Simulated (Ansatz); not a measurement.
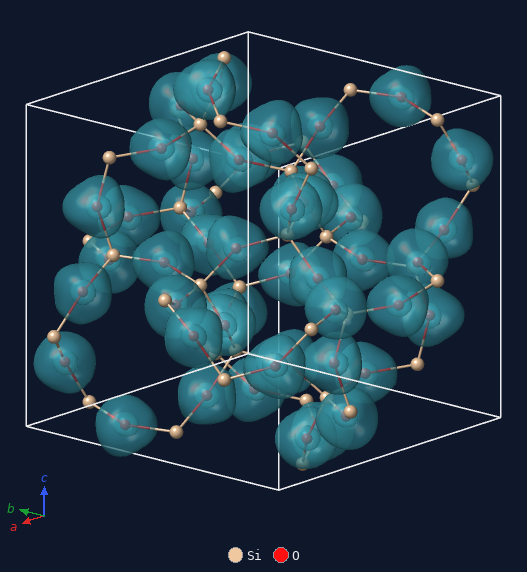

SiO2. Isosurface of the ELF at 0.7 (cyan), seen at an oblique angle. Core shells and regions of very low density are left out. Sticks mark near contacts.

Space group Ia-3d; a structure from a database of computed crystals, not necessarily the ambient phase; computed pressure about 5 GPa in this cell.

The calculation used DFT, PBE, plane-wave PAW, default files, scalar-relativistic in Ansatz.

In a PAW calculation such maps are meaningful between the atoms, not at the nuclei.

> Where are the electrons localised?

At this value the surface marks out 48 regions on O in which the atom's valence shell and bonds are merged, counted in one cell of 72 atoms. Regions shared between cells count once. Profiles from the grid: Si–O (1.61 Å): the ELF peaks at about 0.85 between the atoms: a shared but strongly polarised pair.
